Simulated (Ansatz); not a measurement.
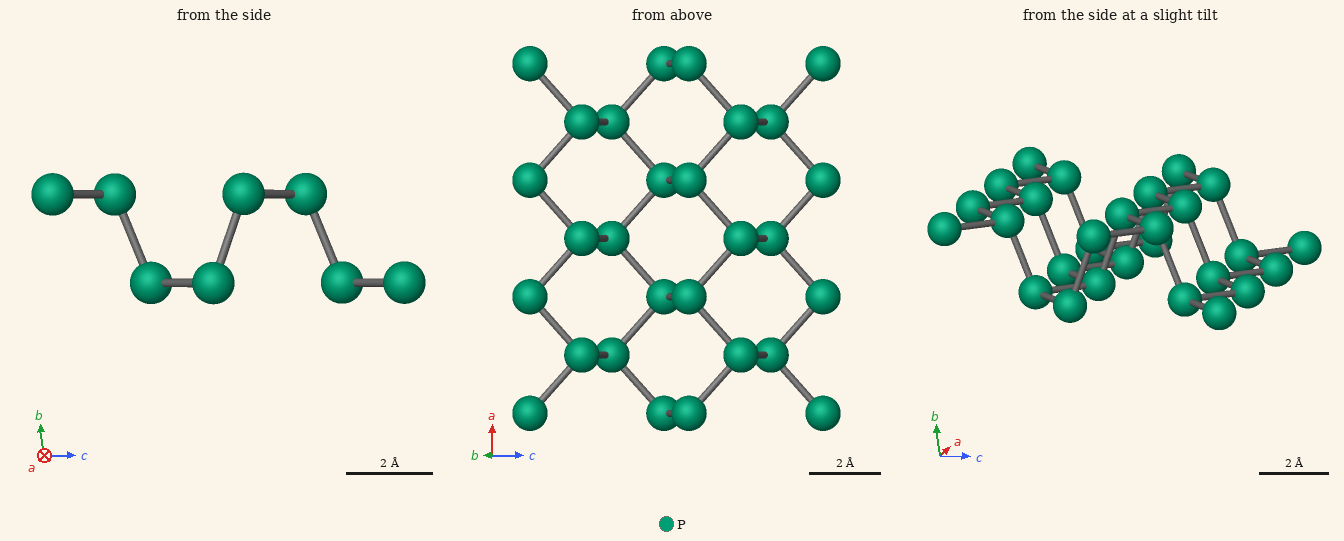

A ball-and-stick picture of a periodic sheet, seen from the side, from above and from the side at a slight tilt. The surface normal points up in side views; the vacuum is left out. 3×1 cells are drawn in the plane, with atoms at the edges repeated.

The cell holds 8 P.

Question: What is the thickness of the slab?

Answer: About 2.1 Å from the lowest to the highest atom.

Question: How are the atomic planes stacked?

Answer: Two planes: P / P.

Question: What is bonded to what?

Answer: Each P atom is coordinated by three P in a trigonal pyramidal arrangement at about 2.2 Å. The bonds build P layers parallel to the surface.

Its origin is a structure listed in the Materials Project. The cell was then strained or its atoms displaced on purpose. It was run through Ansatz as a DFT input.
